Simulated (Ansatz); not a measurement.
**Run report: Ti₅Al₁₁, geometry relaxation (part 1 of 2)**

- system: Ti₅Al₁₁ (P4mm, 16 atoms in the cell)
- method: DFT r2SCAN, scalar-relativistic, plane waves, PAW, no spin polarisation (Ansatz 0.2.0)

The structure derives from a Materials Project entry. It belongs to a series of runs on one base structure; here: structure listed in a database for this formula (P4mm, No. 99). Figures and captions count atoms from 1; the log counts them from 0 in places.

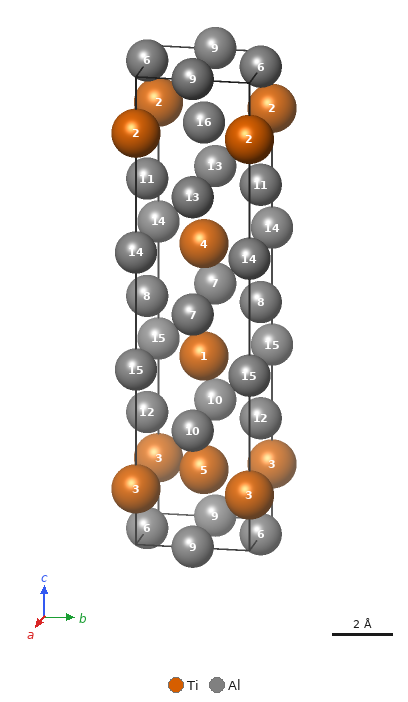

*The input geometry (spheres-only view of the cell of the calculation, seen slightly off an axis; atoms are numbered from 1 in the order of the input).*

Input file
```yaml
crystal:
  lattice:
    - [3.90683164, 0.0, 0.0]
    - [0.0, 3.90683164, 0.0]
    - [0.0, 0.0, 16.40950586]
  atoms:
    - { symbol: Ti, position: [0.5, 0.5, 0.37641989] }
    - { symbol: Ti, position: [0.0, 0.0, 0.87959604] }
    - { symbol: Ti, position: [0.0, 0.0, 0.11914919] }
    - { symbol: Ti, position: [0.5, 0.5, 0.61679206] }
    - { symbol: Ti, position: [0.5, 0.5, 0.13379091] }
    - { symbol: Al, position: [0.5, 0.0, 0.00193078] }
    - { symbol: Al, position: [0.0, 0.5, 0.49844789] }
    - { symbol: Al, position: [0.5, 0.0, 0.49844789] }
    - { symbol: Al, position: [0.0, 0.5, 0.00193078] }
    - { symbol: Al, position: [0.0, 0.5, 0.25000873] }
    - { symbol: Al, position: [0.5, 0.0, 0.74939139] }
    - { symbol: Al, position: [0.5, 0.0, 0.25000873] }
    - { symbol: Al, position: [0.0, 0.5, 0.74939139] }
    - { symbol: Al, position: [0.0, 0.0, 0.62450941] }
    - { symbol: Al, position: [0.0, 0.0, 0.37426049] }
    - { symbol: Al, position: [0.5, 0.5, 0.87592541] }
basis:
  ecutwfc: 500
kpoints:
  mp_grid: { grid: [10, 10, 4] }
hamiltonian:
  xc: r2scan
scf:
  occupations: { method: gaussian, width: 0.1 }
output:
  forces: true
  stress: true
  eigenvalues: true
  write_density: true
  write_potential: true
  elf: true
  volumetric_format: npy
relax:
  adjacent_minimum: "off"
  f_tol: 0.01
  max_steps: 80
  cell: { stress_tol: 0.05 }
```

Launched with:
```bash
ansatz run input.yaml --threads 4 --pin off --max-ram 10240MiB --backend cpu --events-out ev --progress --plain --runs-dir out
```

The program's output
```
Engine: ansatz 0.2.0, x86_64-unknown-linux-gnu
Pseudopotentials: kind: paw
Pseudopotential: Ti, paw, valence charge 12, recommended cutoff 500 eV (meta_gga), Ti.paw.azcp
Pseudopotential: Al, paw, valence charge 3, recommended cutoff 500 eV (meta_gga), Al.paw.azcp
Functional definition: r2SCAN
  parameter k0 = 0.174
  parameter k1 = 0.065
  parameter a1 = 4.9479
  exchange = r2scan_x(k0 = k0, k1 = k1, a1 = a1)
  correlation = r2scan_c
Crystal: 16 atoms, lattice volume = 250.464 Å³
Basis set: ecut = 500 eV, 6339 PW (Γ), exchange–correlation on 120×120×480 points (64 copies of the dense FFT grid, shifted against one another)
Bands: 63, of which v1, the nominal top of the filled ones, is band 47 counted from 1 (46 counted from 0)
Symmetry: 8 space group operations
Space group: P4mm (ITA 99), of the structure as read, at distance tolerance 6.3e-5 Å
k-points: 63 of 400 (time reversal used)
Non-local potential: Ti, projectors of the file, l = 0: 3, l = 1: 2, l = 2: 3, l = 3: 1
Non-local potential: Al, projectors of the file, l = 0: 2, l = 1: 2, l = 2: 1
PAW form: soft (Blöchl's): semilocal exchange-correlation on the pseudo side does not see the compensation charge
PAW frozen core: Ti, regenerated for the run's functional (the file was generated under x = pbe(κ = 0.804, μ = 0.2195149727645171), c = pbe(β = 0.06672455060314922))
PAW frozen core: Al, regenerated for the run's functional (the file was generated under x = pbe(κ = 0.804, μ = 0.2195149727645171), c = pbe(β = 0.06672455060314922))
PAW one-centre angular grid: Ti, 590 points (default); XC on 160 Gauss nodes
PAW one-centre angular grid: Al, 302 points (default); XC on 160 Gauss nodes
Initial density: superposition of atomic densities (neutral atoms: chi_scale 0, normalization atom), corrected by the library's trained network
Initial wavefunctions: pseudopotential atomic-orbital guess
Functional: x = r2scan, c = r2scan; τ floored in thin density (d = 2e-4 eV/Å³)
SCF iter   1: F=—  HF=-18473.493246 eV  |F-HF|=—  |Δ(HF+E_count)|=         —  Δρ=1.46e-2  dr2=3.60e0  dr2_τ=1.46e-1  ethr=1.77e-3  ⟨swp⟩=7.8  Hψ=19279  notcnv=0
preconditioner: auto → Kerker (q_TF=auto, 2.313 Å⁻¹)  [metal: Δε(μ)=0.008 eV  Ē_g=5.430 eV  σ=0.100 eV  W_gap=0.04  n_scr=60 (ndim 8)  ℏωp=17.1 eV  f_vac=0.000  D(μ)=5.17/eV (n_scr^D=30)]
SCF iter   2: F=—  HF=-18473.675532 eV  |F-HF|=—  |Δ(HF+E_count)|=   1.82e-1  Δρ=1.21e-2  dr2=7.00e-1  dr2_τ=4.65e-2  ethr=1.77e-3  ⟨swp⟩=3.1  Hψ=6466  notcnv=0  defer=480
SCF iter   3: F=—  HF=-18473.633255 eV  |F-HF|=—  |Δ(HF+E_count)|=   4.23e-2  Δρ=4.09e-3  dr2=5.92e-1  dr2_τ=3.15e-3  ethr=7.53e-4  ⟨swp⟩=2.7  Hψ=4908  notcnv=0  defer=482
SCF iter   4: F=—  HF=-18473.621931 eV  |F-HF|=—  |Δ(HF+E_count)|=   1.13e-2  Δρ=3.01e-3  dr2=2.20e-1  dr2_τ=1.22e-3  ethr=6.37e-4  ⟨swp⟩=1.8  Hψ=3810  notcnv=0  defer=487
SCF iter   5: F=—  HF=-18473.613376 eV  |F-HF|=—  |Δ(HF+E_count)|=   8.55e-3  Δρ=9.61e-4  dr2=1.48e-2  dr2_τ=3.21e-4  ethr=2.36e-4  ⟨swp⟩=1.8  Hψ=3824  notcnv=0  defer=482
SCF iter   6: F=—  HF=-18473.612692 eV  |F-HF|=—  |Δ(HF+E_count)|=   6.85e-4  Δρ=4.84e-4  dr2=3.61e-3  dr2_τ=4.10e-5  ethr=1.59e-5  ⟨swp⟩=1.3  Hψ=3883  notcnv=0  defer=482
SCF iter   7: F=—  HF=-18473.612618 eV  |F-HF|=—  |Δ(HF+E_count)|=   7.35e-5  Δρ=3.22e-4  dr2=1.62e-3  dr2_τ=2.46e-5  ethr=3.88e-6  ⟨swp⟩=1.8  Hψ=3716  notcnv=0  defer=479
SCF iter   8: F=—  HF=-18473.612577 eV  |F-HF|=—  |Δ(HF+E_count)|=   4.11e-5  Δρ=1.44e-4  dr2=1.79e-4  dr2_τ=4.71e-6  ethr=1.74e-6  ⟨swp⟩=1.4  Hψ=3521  notcnv=0  defer=479
SCF iter   9: F=—  HF=-18473.612573 eV  |F-HF|=—  |Δ(HF+E_count)|=   3.51e-6  Δρ=7.61e-5  dr2=4.53e-5  dr2_τ=9.75e-7  ethr=1.92e-7  ⟨swp⟩=2.0  Hψ=4029  notcnv=0  defer=479
SCF iter  10: F=—  HF=-18473.612538 eV  |F-HF|=—  |Δ(HF+E_count)|=   3.55e-5  Δρ=3.07e-5  dr2=1.25e-5  dr2_τ=1.62e-7  ethr=4.87e-8  ⟨swp⟩=1.3  Hψ=3750  notcnv=0  defer=477
SCF iter  11: F=—  HF=-18473.612538 eV  |F-HF|=—  |Δ(HF+E_count)|=   2.07e-7  Δρ=2.24e-5  dr2=2.61e-6  dr2_τ=1.79e-7  ethr=1.35e-8  ⟨swp⟩=2.0  Hψ=3942  notcnv=0  defer=477
SCF iter  12: F=—  HF=-18473.612538 eV  |F-HF|=—  |Δ(HF+E_count)|=   1.67e-7  Δρ=5.59e-6  dr2=2.85e-7  dr2_τ=5.05e-9  ethr=2.81e-9  ⟨swp⟩=2.0  Hψ=4121  notcnv=0  defer=477
SCF iter  13: F=—  HF=-18473.612538 eV  |F-HF|=—  |Δ(HF+E_count)|=   1.12e-8  Δρ=3.36e-6  dr2=1.26e-7  dr2_τ=2.29e-9  ethr=1.08e-10  ⟨swp⟩=14.7  Hψ=24351  notcnv=0
SCF iter  14: F=-18473.612538 eV  HF=-18473.612538 eV  |F-HF|=1.34e-8  |Δ(HF+E_count)|=   1.70e-9  Δρ=8.96e-7  dr2=1.51e-8  dr2_τ=1.33e-10  ethr=1.08e-10  ⟨swp⟩=7.0  Hψ=17976  notcnv=0
SCF 1 converged in 14 iterations: F = -18473.612538 eV  dr2 = 1.51e-8
  greatest PAW one-centre occupation: 1.001 electrons in one spin orbital (limit 2), on the Ti atom at site 4 (counted from 0), in its partial waves of l = 1
relax step   1: F+E_penalty+E_count = -18473.61253755 eV  Δ(F+E_penalty+E_count) = +0.000e0 eV  max|allowed force component| = 7.185e-2 eV/Å  Δτ_max = 0.0000 Å  P = +0.112 GPa  Ω = 250.464 Å³  (14 SCF iters, dr2 threshold 1.00e-7 eV, accepted)
Crystal: 16 atoms, lattice volume = 250.777 Å³
Initial density: handed on by an earlier stage of this run
Initial wavefunctions: those handed on with the density
iter 1 solved again at ethr=1.98e-5 eV; its pass at ethr=3.10e-3 eV (dr2=1.84e-2 eV) is discarded
SCF iter   1: F=—  HF=-18473.601961 eV  |F-HF|=—  |Δ(HF+E_count)|=         —  Δρ=9.64e-4  dr2=1.84e-2  dr2_τ=2.16e-2  ethr=1.98e-5  ⟨swp⟩=1.0  Hψ=15100  notcnv=0
preconditioner: auto → Kerker (q_TF=auto, 2.313 Å⁻¹)  [metal: Δε(μ)=0.007 eV  Ē_g=5.373 eV  σ=0.100 eV  W_gap=0.04  n_scr=60 (ndim 8)  ℏωp=17.1 eV  f_vac=0.000  D(μ)=5.80/eV (n_scr^D=38)]
SCF iter   2: F=—  HF=-18473.613455 eV  |F-HF|=—  |Δ(HF+E_count)|=   1.15e-2  Δρ=8.85e-4  dr2=4.16e-3  dr2_τ=2.09e-4  ethr=1.98e-5  ⟨swp⟩=2.1  Hψ=5507  notcnv=0
SCF iter   3: F=—  HF=-18473.613229 eV  |F-HF|=—  |Δ(HF+E_count)|=   2.25e-4  Δρ=3.96e-4  dr2=4.47e-3  dr2_τ=2.96e-5  ethr=4.47e-6  ⟨swp⟩=2.0  Hψ=4458  notcnv=0
SCF iter   4: F=—  HF=-18473.613096 eV  |F-HF|=—  |Δ(HF+E_count)|=   1.34e-4  Δρ=2.56e-4  dr2=1.20e-3  dr2_τ=1.28e-5  ethr=4.47e-6  ⟨swp⟩=1.0  Hψ=3972  notcnv=0
SCF iter   5: F=—  HF=-18473.613048 eV  |F-HF|=—  |Δ(HF+E_count)|=   4.78e-5  Δρ=6.97e-5  dr2=9.79e-5  dr2_τ=2.32e-6  ethr=1.29e-6  ⟨swp⟩=1.6  Hψ=4040  notcnv=0
SCF iter   6: F=—  HF=-18473.613011 eV  |F-HF|=—  |Δ(HF+E_count)|=   3.63e-5  Δρ=4.24e-5  dr2=1.90e-5  dr2_τ=3.79e-7  ethr=1.05e-7  ⟨swp⟩=1.0  Hψ=3971  notcnv=0
SCF iter   7: F=—  HF=-18473.613011 eV  |F-HF|=—  |Δ(HF+E_count)|=   4.61e-8  Δρ=3.33e-5  dr2=1.51e-5  dr2_τ=3.14e-7  ethr=2.05e-8  ⟨swp⟩=1.5  Hψ=4036  notcnv=0
SCF iter   8: F=—  HF=-18473.613011 eV  |F-HF|=—  |Δ(HF+E_count)|=   4.16e-7  Δρ=9.27e-6  dr2=1.17e-6  dr2_τ=1.39e-8  ethr=1.62e-8  ⟨swp⟩=1.0  Hψ=3971  notcnv=0
SCF iter   9: F=—  HF=-18473.613011 eV  |F-HF|=—  |Δ(HF+E_count)|=   2.85e-8  Δρ=4.72e-6  dr2=3.59e-7  dr2_τ=5.81e-9  ethr=3.47e-10  ⟨swp⟩=9.8  Hψ=21416  notcnv=0
SCF iter  10: F=-18473.613011 eV  HF=-18473.613011 eV  |F-HF|=2.95e-8  |Δ(HF+E_count)|=   1.16e-8  Δρ=2.17e-6  dr2=3.29e-8  dr2_τ=1.25e-9  ethr=3.47e-10  ⟨swp⟩=7.1  Hψ=18350  notcnv=0
SCF 2 converged in 10 iterations: F = -18473.613011 eV  dr2 = 3.29e-8
relax step   2: F+E_penalty+E_count = -18473.61301086 eV  Δ(F+E_penalty+E_count) = -4.733e-4 eV  max|allowed force component| = 5.618e-2 eV/Å  Δτ_max = 0.0169 Å  P = -0.030 GPa  Ω = 250.777 Å³  energy of the carried Pulay correction = -6.546e-5 eV  (10 SCF iters, dr2 threshold 3.23e-7 eV, accepted)
Crystal: 16 atoms, lattice volume = 250.720 Å³
iter 1 solved again at ethr=4.50e-6 eV; its pass at ethr=3.10e-3 eV (dr2=4.18e-3 eV) is discarded
SCF iter   1: F=—  HF=-18473.611433 eV  |F-HF|=—  |Δ(HF+E_count)|=         —  Δρ=4.40e-4  dr2=4.21e-3  dr2_τ=3.86e-3  ethr=4.50e-6  ⟨swp⟩=1.0  Hψ=14580  notcnv=0
preconditioner: auto → Kerker (q_TF=auto, 2.313 Å⁻¹)  [metal: Δε(μ)=0.004 eV  Ē_g=5.373 eV  σ=0.100 eV  W_gap=0.02  n_scr=60 (ndim 8)  ℏωp=17.1 eV  f_vac=0.000  D(μ)=5.75/eV (n_scr^D=38)]
SCF iter   2: F=—  HF=-18473.613464 eV  |F-HF|=—  |Δ(HF+E_count)|=   2.03e-3  Δρ=4.31e-4  dr2=9.29e-4  dr2_τ=5.21e-5  ethr=4.50e-6  ⟨swp⟩=1.8  Hψ=4566  notcnv=0
SCF iter   3: F=—  HF=-18473.613409 eV  |F-HF|=—  |Δ(HF+E_count)|=   5.51e-5  Δρ=1.52e-4  dr2=8.10e-4  dr2_τ=4.15e-6  ethr=9.99e-7  ⟨swp⟩=2.0  Hψ=4451  notcnv=0
SCF iter   4: F=—  HF=-18473.613393 eV  |F-HF|=—  |Δ(HF+E_count)|=   1.60e-5  Δρ=1.20e-4  dr2=3.15e-4  dr2_τ=2.27e-6  ethr=8.71e-7  ⟨swp⟩=1.0  Hψ=3969  notcnv=0
SCF iter   5: F=—  HF=-18473.613380 eV  |F-HF|=—  |Δ(HF+E_count)|=   1.33e-5  Δρ=3.31e-5  dr2=3.08e-5  dr2_τ=5.11e-7  ethr=3.39e-7  ⟨swp⟩=1.3  Hψ=3992  notcnv=0
SCF iter   6: F=—  HF=-18473.613366 eV  |F-HF|=—  |Δ(HF+E_count)|=   1.43e-5  Δρ=1.97e-5  dr2=4.89e-6  dr2_τ=8.45e-8  ethr=3.31e-8  ⟨swp⟩=1.0  Hψ=3971  notcnv=0
SCF iter   7: F=—  HF=-18473.613366 eV  |F-HF|=—  |Δ(HF+E_count)|=   1.31e-9  Δρ=1.89e-5  dr2=4.08e-6  dr2_τ=9.79e-8  ethr=5.26e-9  ⟨swp⟩=1.8  Hψ=4213  notcnv=0
SCF iter   8: F=-18473.613365 eV  HF=-18473.613365 eV  |F-HF|=1.23e-7  |Δ(HF+E_count)|=   1.40e-7  Δρ=3.82e-6  dr2=1.51e-7  dr2_τ=1.52e-9  ethr=2.12e-10  ⟨swp⟩=7.8  Hψ=22245  notcnv=0
SCF 3 converged in 8 iterations: F = -18473.613365 eV  dr2 = 1.51e-7
relax step   3: F+E_penalty+E_count = -18473.61336531 eV  Δ(F+E_penalty+E_count) = -3.545e-4 eV  max|allowed force component| = 8.301e-3 eV/Å  Δτ_max = 0.0073 Å  P = -0.009 GPa  Ω = 250.720 Å³  energy of the carried Pulay correction = -5.345e-5 eV  (8 SCF iters, dr2 threshold 1.97e-7 eV, accepted)
Initial wavefunctions: pseudopotential atomic-orbital guess (no wavefunctions were taken with the density)
iter 1 solved again at ethr=1.04e-6 eV; its pass at ethr=3.10e-3 eV (dr2=9.65e-4 eV) is discarded
SCF iter   1: F=—  HF=-18473.613454 eV  |F-HF|=—  |Δ(HF+E_count)|=         —  Δρ=6.07e-6  dr2=1.68e-7  dr2_τ=1.33e-8  ethr=1.04e-6  ⟨swp⟩=2.8  Hψ=27016  notcnv=0
eigensolver tolerance schedule: the retry pair's looser diagonalisation over-reported the residual by 5742.49 of it (diagonalisation noise at an unbounded share of the residual, at the tolerance the schedule requests for it); recorded, not acted on — ethr = c·dr2/N_el stays at c = 1.0e-1
preconditioner: auto → Kerker (q_TF=auto, 2.313 Å⁻¹)  [metal: Δε(μ)=0.005 eV  Ē_g=5.373 eV  σ=0.100 eV  W_gap=0.03  n_scr=60 (ndim 8)  ℏωp=17.1 eV  f_vac=0.000  D(μ)=5.74/eV (n_scr^D=38)]
SCF iter   2: F=—  HF=-18473.613425 eV  |F-HF|=—  |Δ(HF+E_count)|=   2.91e-5  Δρ=3.47e-6  dr2=5.81e-8  dr2_τ=2.80e-9  ethr=1.81e-10  ⟨swp⟩=2.9  Hψ=5794  notcnv=0
SCF iter   3: F=—  HF=-18473.613425 eV  |F-HF|=—  |Δ(HF+E_count)|=   3.73e-8  Δρ=3.44e-6  dr2=1.08e-7  dr2_τ=2.36e-9  ethr=6.25e-11  ⟨swp⟩=2.1  Hψ=5013  notcnv=0
SCF iter   4: F=—  HF=-18473.613425 eV  |F-HF|=—  |Δ(HF+E_count)|=   6.34e-9  Δρ=1.15e-6  dr2=5.33e-9  dr2_τ=3.43e-10  ethr=6.25e-11  ⟨swp⟩=2.0  Hψ=4340  notcnv=0
SCF iter   5: F=—  HF=-18473.613425 eV  |F-HF|=—  |Δ(HF+E_count)|=  7.28e-12  Δρ=5.65e-7  dr2=1.78e-9  dr2_τ=9.51e-11  ethr=5.73e-12  ⟨swp⟩=2.0  Hψ=4723  notcnv=0
SCF iter   6: F=—  HF=-18473.613425 eV  |F-HF|=—  |Δ(HF+E_count)|=  6.69e-10  Δρ=3.72e-7  dr2=8.31e-10  dr2_τ=3.32e-11  ethr=1.91e-12  ⟨swp⟩=2.0  Hψ=4360  notcnv=0
SCF iter   7: F=-18473.613425 eV  HF=-18473.613425 eV  |F-HF|=2.18e-11  |Δ(HF+E_count)|=  7.28e-12  Δρ=1.61e-7  dr2=8.75e-11  dr2_τ=7.41e-12  ethr=1.00e-12  ⟨swp⟩=5.6  Hψ=16749  notcnv=0
SCF 4 converged in 7 iterations: F = -18473.613425 eV  dr2 = 8.75e-11
relax step   4: F+E_penalty+E_count = -18473.61342471 eV  Δ(F+E_penalty+E_count) = -5.940e-5 eV  max|allowed force component| = 8.374e-3 eV/Å  Δτ_max = 0.0000 Å  P = -0.009 GPa  Ω = 250.720 Å³  stress off target by 1.44e-2 GPa  SCF on the basis re-selected at this cell (its energy is not comparable with the rows above)  (7 SCF iters)
```

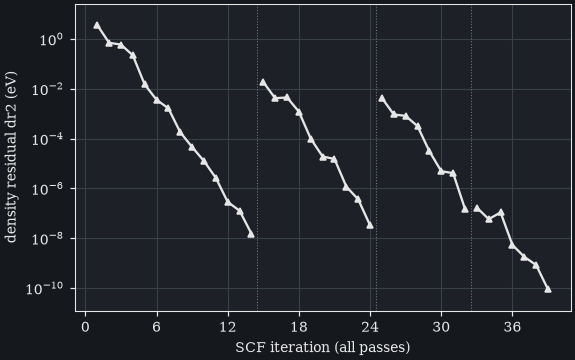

*Convergence of the self-consistent field: density residual dr2 against the SCF iteration. The dotted lines part the SCF passes of the relaxation: geometry steps, rejected trials and re-solves on a re-selected basis.*

The passes take 14, 10, 8 and 7 iterations.

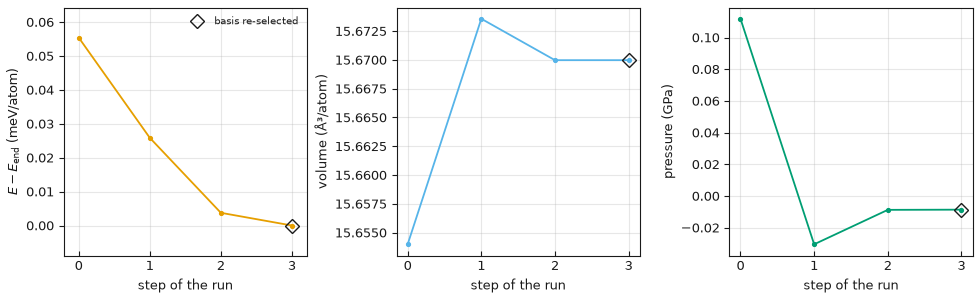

*Progress of the relaxation, step by step (the first geometry is step 0 here and step 1 in the log).*

Ti3 moves most relative to the cell: 0.010 Å. Largest moves by element: Ti 0.010 Å, Al 0.006 Å. Cell: a = b stay at 3.907 Å, c 16.410 → 16.424 Å (+0.1 %). Volume +0.1 %. Among the contacts that change: Ti2–Al6 2.801 → 2.809 Å, Al6–Al16 2.844 → 2.851 Å, Ti3–Al6 2.741 → 2.747 Å, Ti5–Al10 2.730 → 2.735 Å. The space group stays P4mm (No. 99). The energy falls by 0.1 meV per atom in 2 geometry steps. The largest force component goes from 0.072 to 0.0084 eV/Å. Pressure: 0.11 GPa at the start and −0.01 GPa at the end. A last SCF at the same geometry on a re-selected plane-wave basis shifts the energy by next to nothing (0.0 meV per atom). (Atoms are counted from 1 in the order of the input.)

```
basis re-selected at this cell: Δ(F+E_penalty+E_count) = -5.940e-5 eV, ΔP = +0.000 GPa vs the last step (what re-selecting the basis moved, of the pressure what is left beyond the Pulay correction that the steps carried, after the strain that the cell walked since its last selection, with what the two solves' SCF thresholds leave and, on support functions, any second-order correction that the steps lacked; it is no measure of the basis error at this ecutwfc). This SCF's stress stands 1.44e-2 GPa from its target on what of the cell is left free (relax.cell.stress_tol is 5.00e-2 GPa) and its largest allowed force component is 8.37e-3 eV/Å (relax.f_tol is 1.00e-2 eV/Å): within both
SCF converged after 7 iterations
Free energy (F): -18473.613425 eV
Harris-Foulkes:  -18473.613425 eV  (|F-HF|=2.18e-11)
Internal energy: -18473.584735 eV  (E = F + TS)
E sigma→0 (E₀):  -18473.599080 eV
Entropy (-TS):   -0.028690 eV (-1.793 meV/atom)
Fermi energy:    10.424073 eV
--- Per-component energies (eV) ---
  E_band       = -849.452822
  E_kinetic    = 1632.776987
  E_local      = -6718.978670  (includes V_loc(G=0)·N_el)
  E_nonlocal   = 149.522607
  E_hartree    = 2994.766265
  E_xc         = -875.687869
  E_vxc        = -1015.882942  (∫ρ·V_xc dr)
  E_paw        = -10493.478723  (= ΣΔE_a)
  E_vpaw       = -945.410628  (= ΣTr[D̂ρ^β])
  E_aug_tail   = 0.000452  (compensation charges beyond the density's cutoff)
  E_vtau       = 58.987308  (kinetic-family band-sum trace: ∫τ·v_τ [+ j·A + Jᵃ·Aᵃ] dr)
  E_ewald      = -5160.577310
  E_core_change = -1.928474  (= ΣΔE_core)
  E_smearing   = -0.028690  (= −TS)
  E_closure    = -0.000000  (closes the sum)
  Σ components = -18473.613425   (vs F -18473.613425, Δ=0.00e0)
```
